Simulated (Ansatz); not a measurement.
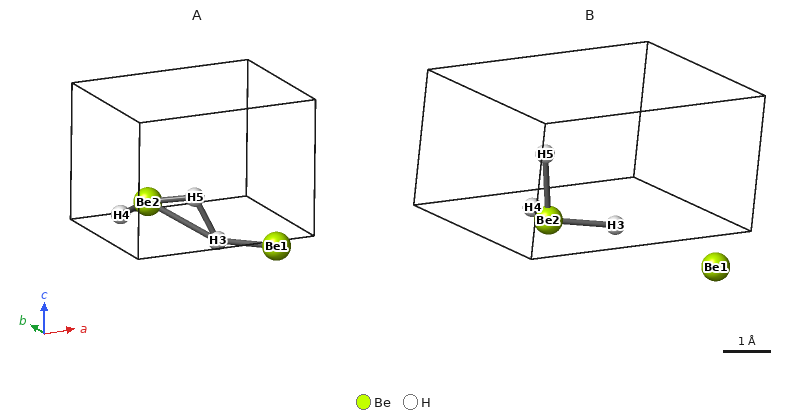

Two geometries of solid Be$_{2}$H$_{3}$ (built on the random type) (coarse preliminary run), drawn at one scale. One is the start of a relaxation, the other its converged end. The picture is a ball-and-stick view of the cell of the calculation, seen slightly off an axis.

All numbers below come from Ansatz 0.2.0, DFT PBE, scalar-relativistic, plane waves, PAW. Set-up: plane-wave cutoff 420 eV; k-point mesh 6 × 6 × 6; occupations gaussian; smearing width 0.1 eV; no spin polarisation; cell and atoms relaxed; force threshold 0.04 eV/Å; at most 70 steps.

Which geometry has the lower energy?

Answer. Structure B is the relaxed one. Case: random cell without symmetry. The largest move relative to the cell is that of H5, 1.44 Å roughly along [−2 0 3]. By element the largest moves are H 1.44 Å, Be 0.78 Å. The volume changes by +16.3 %, with a 3.858 → 4.929 Å (+27.8 %), b 4.031 → 4.856 Å (+20.5 %), c 3.057 → 2.993 Å (−2.1 %), α 91.7° → 87.4°, β 80.7° → 75.1°, γ 114.6° → 131.4°. Near-neighbour distances that change, for instance: Be1–H3 1.635 → 3.500 Å, Be2–H5 3.044 → 1.551 Å, Be1–H5 2.736 → 1.378 Å, Be1–H3 (another image) 2.754 → 1.450 Å. New bonds form: Be1–H3 (2.75 → 1.45 Å), Be1–H4 (2.23 → 1.45 Å), Be1–H5 (2.74 → 1.38 Å), Be2–H5 (3.04 → 1.55 Å). Among the angles between lasting bonds that change: H4–Be2–H5 136.8° → 100.3°. The space group stays P1 (No. 1). After 25 accepted moves (28 points after the start) the energy has fallen by 854 meV per atom. The largest force component goes from 6.9 to 0.02 eV/Å. Pressure: 4.53 GPa at the start and 0.09 GPa at the end. The line search rejected the trial step at point 16 of the run. At 2 points the geometry stayed and the basis and grid were re-selected for the new cell (energy shift of 5.0 meV per atom at most each time).
